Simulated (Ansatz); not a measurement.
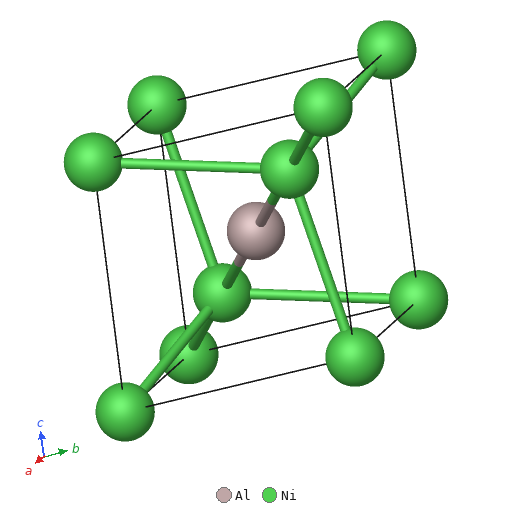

System: AlNi₃, space group Fm-3m (No. 225). The picture shows the cell.

The given structure:
```xyz
4
Lattice="0.0000 2.7984 2.7984 2.7984 0.0000 2.7984 2.7984 2.7984 0.0000" Properties=species:S:1:pos:R:3 pbc="T T T"
Al    2.7984    2.7984    2.7984
Ni    1.3992    1.3992    1.3992
Ni    0.0000    0.0000    0.0000
Ni    4.1976    4.1976    4.1976
```

Calculation (Ansatz 0.2.0): all atoms of one element of a crystal moved along a line, all else fixed, by plane-wave density functional theory with PAW datasets, free energies less that of the undisturbed cell; scalar-relativistic. Level: PBEsol, no spin polarisation.

wave cutoff 420 eV; k mesh 14×14×14; occupations Gaussian; smearing width 0.15 eV; k shift (0, 0, 0) (mesh steps); start relaxed; moved element Al; direction (1, 0, 0) (Cartesian unit vector).

The points at displacement −0.075, −0.025, 0.05 and 0.1 follow from computed ones by symmetry.

Describe the result: the energy change and force along the direction (sum over moved atoms) against displacement. The displacement takes the values −0.1000, −0.0750, −0.0500, −0.0250, 0.0000, 0.0125, 0.0250, 0.0375, 0.0500, 0.0625, 0.0750, 0.0875, 0.1000 Å.

The energy rises on both sides of the starting structure, which is therefore a minimum along this path. The energy change is 0.0462 eV/cell at displacement −0.1000 Å and 0.0462 eV/cell at 0.1000 Å; the lowest computed point is at displacement 0.0000 Å (0.0000 eV/cell), and no other minimum shows. The force along the direction (sum over moved atoms) falls from 0.92 eV/Å at displacement −0.1000 Å to −0.92 eV/Å at 0.1000 Å, and changes sign near 0.000 Å. The harmonic force constant k (E = k x²/2 near the start) is 9.23 eV/Å².

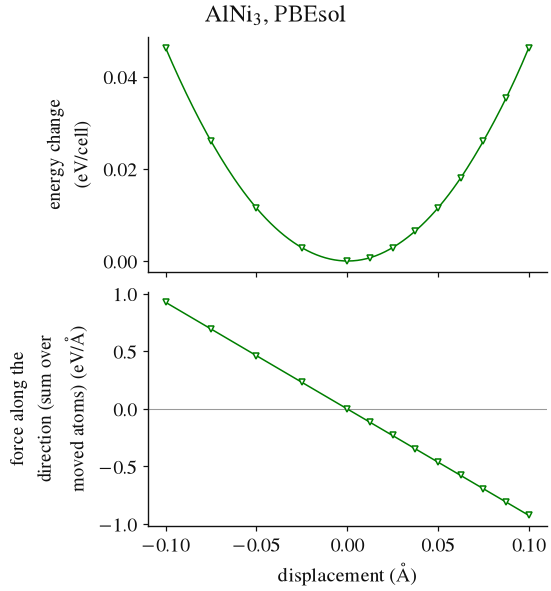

Limits of the calculation: no spin polarisation, a magnetic state may lie lower.
